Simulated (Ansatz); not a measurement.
# AlO$_{2}$: what the fields show

Input file:

```
crystal:
  lattice:
    - [9.3490740769, 0.0, 0.0]
    - [0.0, 2.9169597871, 0.0]
    - [0.0, 0.0, 4.820404209]
  atoms:
    - { symbol: Al, position: [0.1628980034, 0.25, 0.9579588675] }
    - { symbol: Al, position: [0.8371019966, 0.75, 0.0420411325] }
    - { symbol: Al, position: [0.3371019966, 0.75, 0.4579588675] }
    - { symbol: Al, position: [0.6628980034, 0.25, 0.5420411325] }
    - { symbol: O, position: [0.770972094, 0.25, 0.2300347384] }
    - { symbol: O, position: [0.229027906, 0.75, 0.7699652616] }
    - { symbol: O, position: [0.729027906, 0.75, 0.7300347384] }
    - { symbol: O, position: [0.270972094, 0.25, 0.2699652616] }
    - { symbol: O, position: [0.968571084, 0.25, 0.8453600901], spin: 0.91 }
    - { symbol: O, position: [0.031428916, 0.75, 0.1546399099], spin: 0.91 }
    - { symbol: O, position: [0.531428916, 0.75, 0.3453600901], spin: 0.91 }
    - { symbol: O, position: [0.468571084, 0.25, 0.6546399099], spin: 0.91 }
basis:
  ecutwfc: 420
kpoints:
  mp_grid: { grid: [4, 12, 8] }
  band_path:
    path:
      - [[0.0, 0.0, 0.0], [0.5, 0.0, 0.0], [0.5, 0.5, 0.0], [0.0, 0.5, 0.0], [0.0, 0.0, 0.0], [0.0, 0.0, 0.5], [0.5, 0.0, 0.5], [0.5, 0.5, 0.5], [0.0, 0.5, 0.5], [0.0, 0.0, 0.5]]
      - [[0.5, 0.0, 0.0], [0.5, 0.0, 0.5]]
      - [[0.0, 0.5, 0.0], [0.0, 0.5, 0.5]]
      - [[0.5, 0.5, 0.0], [0.5, 0.5, 0.5]]
    npoints: 10
hamiltonian:
  xc: pbe
scf:
  occupations: { method: gaussian, width: 0.01 }
  n_extra_bands: 30
output:
  forces: true
  stress: true
  eigenvalues: true
  populations: true
  dos: { projected: true, de: 0.02, nscf_kmesh: { grid: [6, 18, 12] } }
  bader: false
  write_density: true
  write_potential: true
  elf: true
  volumetric_format: npy
magnetization:
  spin_polarized: true
checkpoint:
  read: start.run
  write: ck
  compress: false
  write_wavefunctions: false
  write_every: 100000
```

Command:

```sh
ansatz run input.yaml --threads 2 --pin off --max-ram 5120MiB --backend cpu --events-out ev --progress --plain --runs-dir out
```

Below, planes, directions and counts refer to the conventional cell (a = 9.35 Å, b = 2.92 Å, c = 4.82 Å, α = 90.00°, β = 90.00°, γ = 90.00°).

Space group Pnma; spin-polarised.

These are results of Ansatz, DFT PBE, scalar-relativistic, plane waves, PAW, not measurements.

In a PAW calculation such maps are meaningful between the atoms, not at the nuclei.

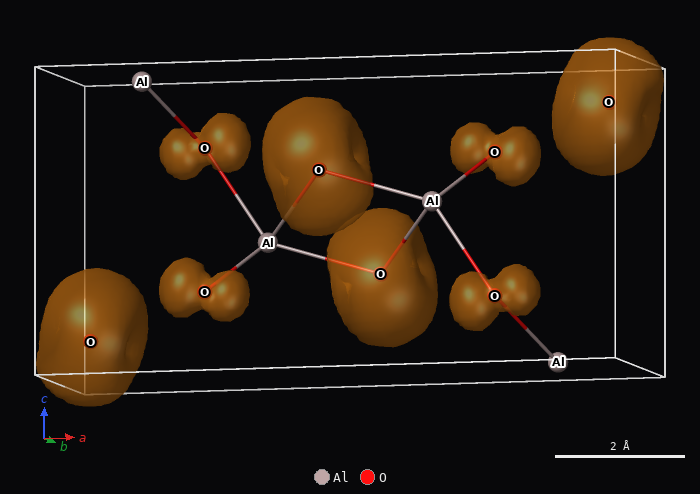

Figure 1. Isosurface of the magnetisation density (up minus down) at +0.03 e/Å³ (orange), seen at an oblique angle. Sticks mark near contacts.

Question: Describe the spin distribution.

Answer: The spin density sits on O: +0.8 μB (×4) in one cell of 12 atoms: parallel main moments (a ferromagnetic arrangement) in this solution. The cell of the calculation (12 atoms) carries 4.0 μB of net spin moment.

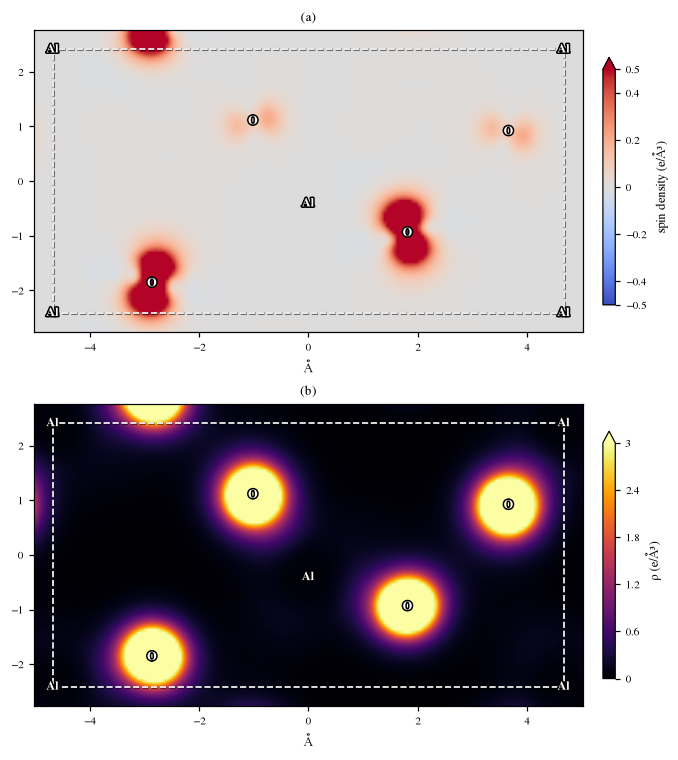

Figure 2. (a) spin density; (b) valence electron density on the (010) plane of the conventional cell.

Question: Interpret the plot.

Answer: The section cuts through Al and O sites.
Al–O (1.81 Å): ρ at the midpoint is about 0.71 e/Å³.
Al–O (1.90 Å): ρ is about 0.58 e/Å³ halfway.
Between the atoms the lowest density in this plane is 0.007 e/Å³.

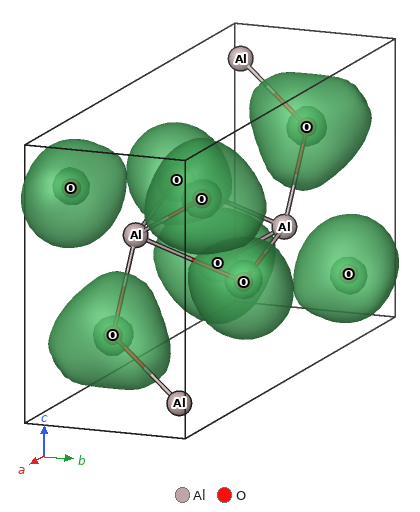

Figure 3. Isosurface of the ELF at 0.65 (green), seen slightly off an axis. Core shells and regions of very low density are left out. Sticks mark near contacts.

Question: Describe the localisation domains.

Answer: The surface consists of eight regions on O in which the atom's valence shell and bonds are merged, counted in one cell of 12 atoms. Regions shared between cells count once.


Al–O (1.81 Å): the ELF peaks at about 0.85 in the valence shell of O, 0.7 Å from its nucleus, and is about 0.85 at the midpoint. Al–O (1.90 Å): the ELF peaks at about 0.90 in the valence shell of O, 0.6 Å from its nucleus, and is about 0.80 at the midpoint.
